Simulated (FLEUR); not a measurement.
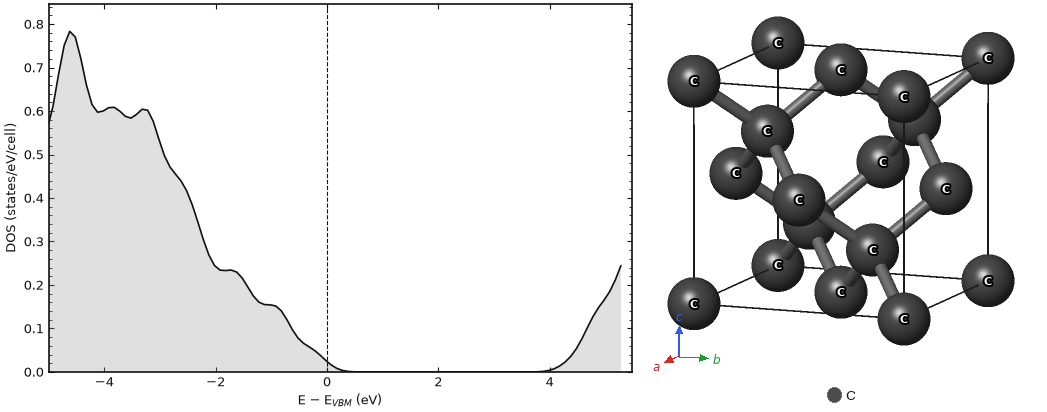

Density of states, beside the structure. Energies are counted from the top of the valence band. The DOS curve is built from the levels of the k mesh with Gaussians 0.55 eV wide, which also blur the band edges; ripples of that width can come from the mesh.

Calculation on diamond-type C, space group Fd-3m, 2 atoms in the primitive cell; cubic a = 3.567 Å.

Computed with FLEUR MaX-R8.1 (later development tree): r2SCAN, all-electron, no spin polarisation, no spin-orbit coupling, 13×13×13 k mesh, Fermi-Dirac smearing of 0.05 eV.

Question: Metal or insulator, going by the density of states?

Answer: There is a gap; over the k points computed it is 4.35 eV (indirect; the smallest direct gap on the k mesh is 5.88 eV).

The meta-GGA is that of a development version, with a GGA for the radial functions and cores and without core tails. LDA, GGA and most meta-GGA functionals understate gaps. At ambient pressure diamond is metastable; the stable form of carbon is graphite.
